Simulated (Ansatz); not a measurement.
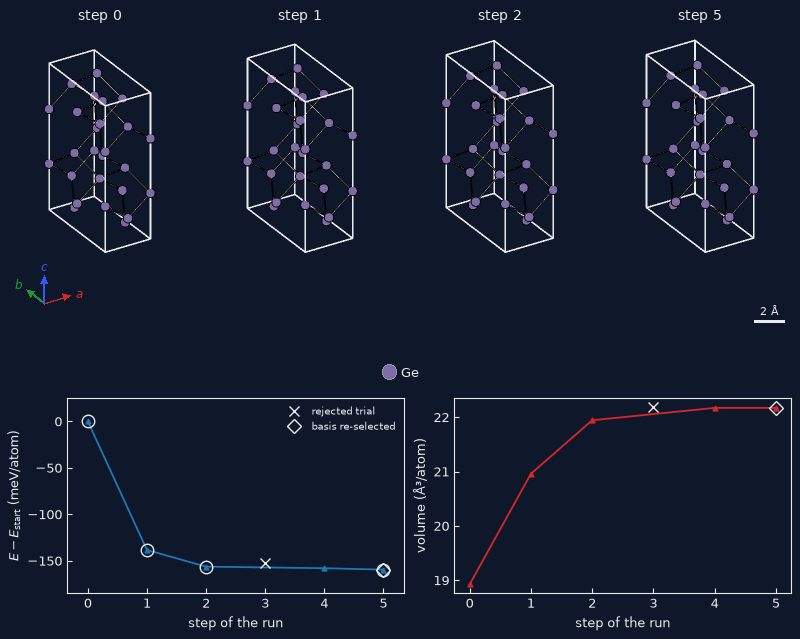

Frames of a relaxation of crystalline Ge (a generated structure, set up in Fddd) (coarse preliminary run), marked on the history of the run. A ball-and-stick model of the conventional cell (4 times the calculation's cell), seen from a free direction. Lengths and directions refer to the drawn axes.

The calculation used DFT PBE, scalar-relativistic, plane waves, PAW in Ansatz. Set-up: plane-wave cutoff 420 eV; k-point mesh 6 × 6 × 6; occupations gaussian; smearing width 0.1 eV; no spin polarisation; cell and atoms relaxed; force threshold 0.04 eV/Å; at most 70 steps.

Describe the path.

The largest moves relative to the cell, 0.032 Å, are those of Ge atoms. The volume changes by +17.2 %, with a 3.648 → 3.910 Å (+7.2 %), b 7.292 → 7.621 Å (+4.5 %), c 11.383 → 11.905 Å (+4.6 %). Near-neighbour distances that change, for instance: Ge–Ge 2.324 → 2.507 Å, Ge–Ge 2.476 → 2.562 Å. Bond angles that change, for instance: Ge–Ge–Ge 110.8° → 113.4°. The space group stays Fddd (No. 70). After 3 accepted moves (5 points after the start) the energy has fallen by 159 meV per atom. Largest force component: 1.2 eV/Å at the start, 0.0082 eV/Å at the end. Pressure: 15.23 GPa at the start and 0.11 GPa at the end. The line search rejected the trial step at point 3 of the run. The SCF was repeated once at an unchanged geometry on a basis and grid sized afresh for the cell, which shifted the energy by 1.5 meV per atom at most. From step 0 to 1: volume +10.8 %, energy −138 meV per atom. From step 1 to 2: Ge atoms move most (0.02 Å), volume +4.7 %, energy −17.9 meV per atom. From step 2 to 5: volume +1.0 %, energy −3.2 meV per atom.
